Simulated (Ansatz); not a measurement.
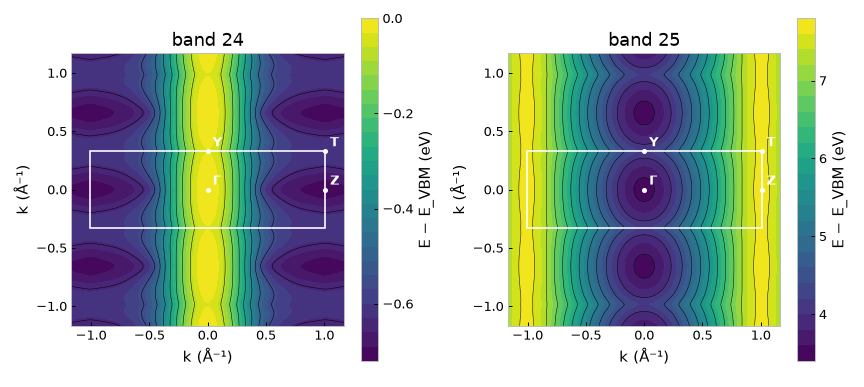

Two bands of Al$_{2}$O$_{3}$ (space group Pnnm, No. 58) over the plane through Γ, Z and Y: the highest mostly filled and the lowest mostly empty one.

Theory: DFT PBE, scalar-relativistic, plane waves, PAW; levels and slopes on a dense k mesh at the converged density in Ansatz. No spin polarisation. k mesh for the levels: 18×10×26. The geometry was not relaxed. The cell comes from a database of computed structures, not from a measurement.

Q: Give both levels and their distance at the named points.

A:
```csv
point,lower band (eV),upper band (eV),distance (eV)
Γ,0.00,3.52,3.52
Z,−0.71,7.74,8.45
Y,−0.03,4.18,4.21
T,−0.61,7.65,8.26
```

Q: Where are the band edges of the whole zone?

A: The valence band has one maximum at Γ, nearly flat in two directions, with mass 1.04 mₑ across; the conduction band has one minimum at Γ, principal masses 0.39, 0.43 and 0.53 mₑ. The gap is direct, 3.52 eV at this level of theory (semilocal functionals give gaps that are too small, and can reorder valleys that lie close).
